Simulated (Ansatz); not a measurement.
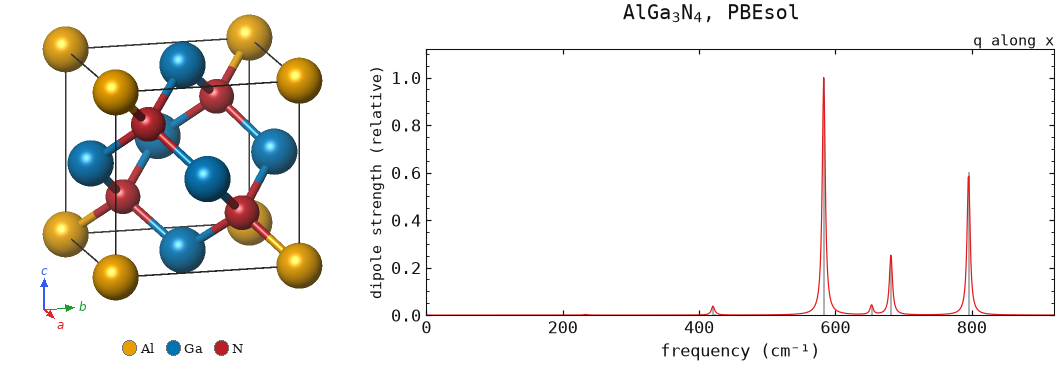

The plot gives the computed polar optical modes, transverse and longitudinal, approaching the zone centre along x for AlGa₃N₄, space group P-43m (No. 215). Lines are broadened by Lorentzians of 5.3 cm⁻¹ full width; the spectrum is scaled to its strongest line. The conventional cell is drawn beside the plot.

The given structure:
```yaml
crystal:
  lattice:
    - [4.42397, 0.00000, 0.00000]
    - [0.00000, 4.42397, 0.00000]
    - [0.00000, 0.00000, 4.42397]
  atoms:
    - { symbol: Al, position: [0.00000, 0.00000, 0.00000] }
    - { symbol: Ga, position: [0.50000, 0.50000, 0.00000] }
    - { symbol: Ga, position: [0.50000, 0.00000, 0.50000] }
    - { symbol: Ga, position: [0.00000, 0.50000, 0.50000] }
    - { symbol: N, position: [0.75506, 0.75506, 0.24494] }
    - { symbol: N, position: [0.75506, 0.24494, 0.75506] }
    - { symbol: N, position: [0.24494, 0.75506, 0.75506] }
    - { symbol: N, position: [0.24494, 0.24494, 0.24494] }
```

Calculation (Ansatz 0.2.0): optical phonons of an insulator on the approach to the zone centre along x, y and z with the field of polar modes, imaginary frequencies are negative, field response on a mesh refined by the program; plane waves with PAW datasets. Level: PBEsol, no spin polarisation.

- wave cutoff: 420 eV
- k mesh: 6×6×6
- occupations: fixed
- pressure: 6 GPa

Which of the stronger lines are transverse and which longitudinal?

The transverse (TO, twofold) lines lie at 420.3, 582.9 and 681.4 and the longitudinal (LO) ones at 653.0 and 795.3 cm⁻¹, the same along x, y and z by the cubic symmetry.

Caveats: field response not converged on the k mesh.
